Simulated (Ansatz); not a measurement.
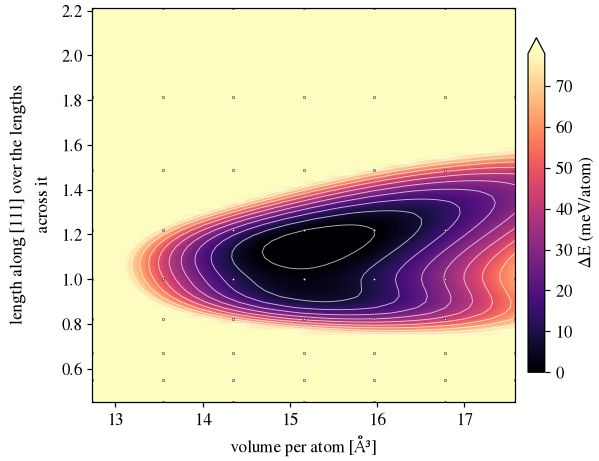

Zn (Fm-3m, No. 225; 1 atom in the cell). The energy is mapped over volume and the cell's shape. First axis: volume per atom. Second axis: length along [111] over the lengths across it, relative to the cubic cell. Nothing is relaxed (symmetry fixes all fractional coordinates). The scan uses a 7 × 9 grid. Points are written as (first, second). All energies are given in meV/atom relative to the lowest grid point. Computed with DFT PBE, scalar-relativistic, plane waves, PAW in Ansatz. Settings: cutoff 520 eV, k-mesh 22×22×22, gaussian smearing 0.15 eV, no spin polarisation.

Drawn: a smooth colour map with a few white contour lines, dots at the grid points, one colour for all values above the top of the scale. Between grid points the surface is interpolated.

Question: Estimate the position of the minimum and the force constants in these coordinates.

Answer: The interpolated minimum is at volume per atom ≈ 15.34 Å³, the second coordinate ≈ 1.165. The curvatures there are about 0.028 eV/(Å³)² and 1.2 eV, with a cross term of about −0.094 eV/Å³ (per cell of 1 atoms). Round the minimum the valley is somewhat tilted: raising volume per atom shifts the best value of the second coordinate upwards (coupling k₁₂/√(k₁₁k₂₂) about −0.5).
